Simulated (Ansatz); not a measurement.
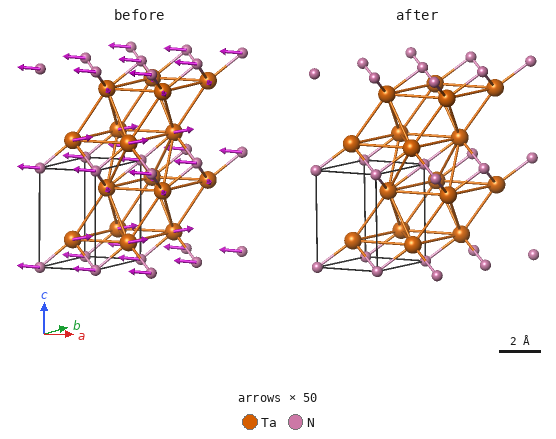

The structure of crystalline Ta2N (set up in P1) before (left) and after (right) a relaxation, at one scale. The purple arrows give the displacements (the part carried along by the change of the cell is left out), magnified 50 times.

A ball-and-stick model of the reduced cell, repeated 2 × 2 × 2 with one cell outlined, seen from a free direction. Lengths and directions refer to the drawn axes.

Case: all atoms moved at random, sigma 0.02 Å for each component, cell strained at random, sigma 0.03; relaxed back.

Theory: DFT PBE, scalar-relativistic, plane waves, PAW (Ansatz 0.2.0).

Input
```yaml
crystal:
  lattice:
    - [2.9138466106, 0.0677795395, 0.0666070263]
    - [-1.3982245023, 2.7005159753, -0.0059635902]
    - [0.1048543988, 0.0496973537, 5.0139862605]
  atoms:
    - { symbol: Ta, position: [0.6727220902, 0.3324202913, 0.7467776409] }
    - { symbol: Ta, position: [0.3333761573, 0.66559597, 0.2528670834] }
    - { symbol: "N", position: [-0.0060982475, 0.0019837387, 0.0003552757] }
basis:
  ecutwfc: 420
kpoints:
  mp_grid: { grid: [12, 12, 8] }
hamiltonian:
  xc: pbe
scf:
  occupations: { method: gaussian, width: 0.15 }
output:
  forces: true
  stress: true
  eigenvalues: true
relax:
  adjacent_minimum: "off"
  f_tol: 0.01
  max_steps: 80
  cell: { stress_tol: 0.1 }
```

Command:
```bash
ansatz run input.yaml --threads 2 --pin off --max-ram 5120MiB --backend cpu --events-out ev --progress --plain --runs-dir out
```

What changed between the two?

After 5 accepted moves (7 points after the start) the energy has fallen by 0.266 eV per cell of the calculation. The largest force component goes from 0.91 to 0.0041 eV/Å. The pressure goes from 8.12 to −0.03 GPa. The SCF was repeated twice at an unchanged geometry on a basis and grid sized afresh for the cell, which shifted the energy by 5.5 meV per cell of the calculation at most. N3 moves most relative to the cell: 0.023 Å along [−3 −1 0]. By element the largest moves are N 0.023 Å, Ta 0.021 Å. The volume changes by +2.0 %, with a 2.915 → 3.106 Å (+6.5 %), b 3.041 → 3.106 Å (+2.1 %), c 5.015 → 4.872 Å (−2.9 %), α 89.8° → 90.0°, β 87.5° → 90.0°, γ 64.0° → 60.0°. Near-neighbour distances that change, for instance: Ta1–Ta1 2.915 → 3.106 Å, Ta1–Ta2 3.107 → 2.993 Å, Ta1–Ta2 (another image) 3.143 → 3.057 Å, Ta2–N3 2.103 → 2.179 Å. Among the angles between lasting bonds that change: Ta1–N3–Ta2 94.6° → 89.1°, Ta2–N3–Ta2 86.5° → 90.9°, Ta1–N3–Ta1 86.7° → 90.9°. The space group (tolerance 0.01 Å) goes from P1 (No. 1) to P-3m1 (No. 164). Cost: 3.5 min on 2 threads of Arm Neoverse V1, with other jobs on the host, peak memory 0.75 GiB.
